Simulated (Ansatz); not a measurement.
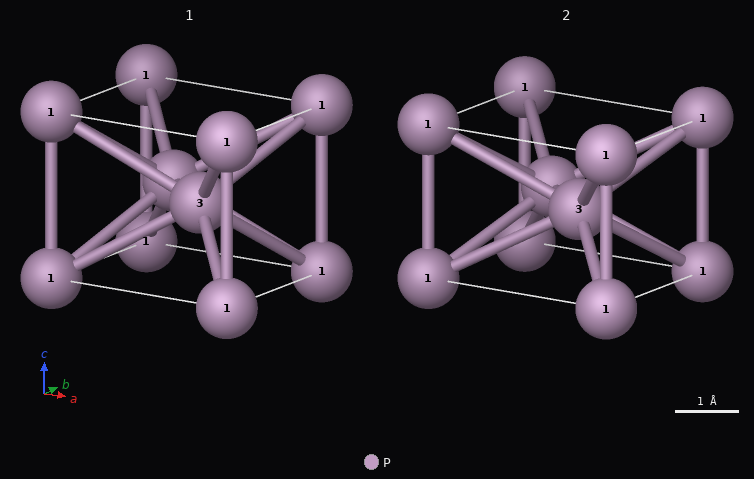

Two geometries of a crystal of P (a generated structure, set up in P6/mmm), drawn at one scale. One is the start of a relaxation, the other its converged end. A ball-and-stick model of the cell of the calculation, seen slightly off an axis.

Level of theory: DFT, r2SCAN, plane waves (500 eV) with PAW, scalar-relativistic (Ansatz). (plane-wave cutoff 500 eV; k-point mesh 8 × 8 × 12; occupations fermi dirac; smearing width 0.1 eV; no spin polarisation; cell and atoms relaxed; force threshold 0.01 eV/Å; at most 60 steps)

Which of the two is the end point?

Answer. Structure 2 is the relaxed one. Phase: omega (AlB2-type). The energy falls by 0.128 eV per cell of the calculation in 5 accepted moves (6 points after the start). All forces vanish by symmetry, so only the cell relaxes. Pressure: −4.44 GPa at the start and −0.01 GPa at the end. The SCF was repeated once at an unchanged geometry on a basis and grid sized afresh for the cell, which shifted the energy by 0.3 meV per cell of the calculation at most. The atoms keep their places relative to the cell (all moves are under 0.005 Å). Cell: a = b 4.414 → 4.475 Å (+1.4 %), c 2.706 → 2.499 Å (−7.6 %). Volume −5.1 %. Some distances before and after: P–P 2.706 → 2.499 Å, P–P 2.549 → 2.584 Å, P–P 2.886 → 2.870 Å. The space group stays P6/mmm (No. 191).
